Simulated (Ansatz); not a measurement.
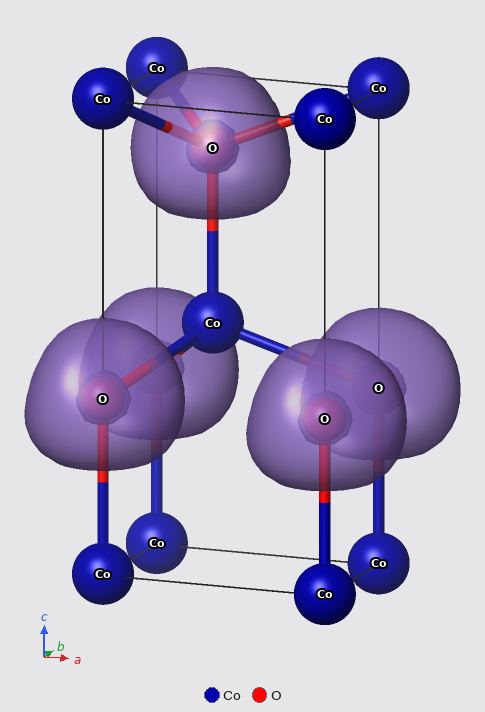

The picture shows: CoO. Isosurface of the electron localisation function at 0.6 (purple), seen slightly off an axis. Only the valence region is drawn (cores and ρ < 0.01 e/Å³ removed). Sticks mark near contacts.

Space group P6₃mc; a structure from a database of computed crystals, not necessarily the ambient phase; computed pressure about −10 GPa in this cell; spin-polarised.

These are results of Ansatz, Kohn-Sham DFT of a periodic cell, PBEsol, Ansatz PAW, not measurements.

> Where are the electrons localised?

At this value the surface marks out two regions wrapped around O (the valence shell of each), counted in one cell of 4 atoms. Regions shared between cells count once.

Values along the shortest contacts:
Co–O (1.92 Å): the ELF peaks at about 0.85 in the valence shell of O, 0.6 Å from its nucleus, and is about 0.20 at the midpoint (no shared electron pair shows on this line). Co–O (1.97 Å): the ELF peaks at about 0.85 in the valence shell of O, 0.6 Å from its nucleus, and is about 0.20 at the midpoint: no shared electron pair shows on this line.
